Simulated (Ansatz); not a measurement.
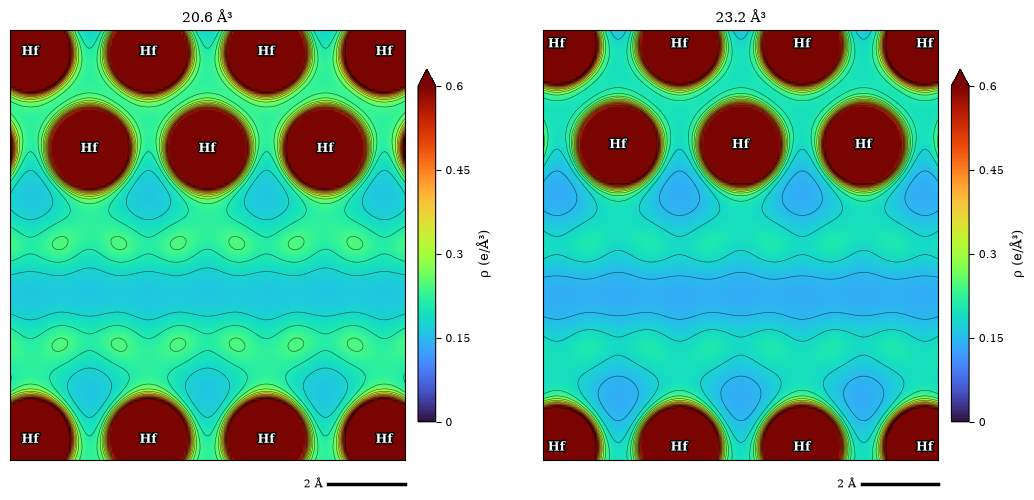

Hf. The valence pseudo-density of cells scaled evenly to different volumes (given per atom above each panel), on the (110) plane of each (indices in the axes of the cell below), at one length scale and on one colour scale.

A generated structure, not necessarily the stable one.

All numbers below come from DFT, PBEsol, plane waves (420 eV) with PAW, scalar-relativistic (Ansatz 0.2.0).

In a PAW calculation such maps are meaningful between the atoms, not at the nuclei.

The largest cell:

```
Hf
1.0
    -3.72284    3.72129    1.58055
     3.72129   -3.72284    1.58055
     1.96960    1.96960   -1.58338
Hf
2
Direct
  0.99991 0.00009 0.00000
  0.75009 0.24991 0.50000
```

| volume (Å³/atom) | Hf–Hf contact in the plane (Å) | ρ at its midpoint (e/Å³) | 
| --- | --- | --- |
| 20.59 | 2.961 | 0.232 | 
| 21.45 | 3.002 | ? | 
| 23.16 | 3.080 | 0.200 | 

What values belong in the row with question marks?

Over the known rows ln ρ falls by 1.25 per Å of Hf–Hf distance (the line through the two), which gives 0.220 e/Å³ at 3.002 Å; the calculation gives 0.220 e/Å³.
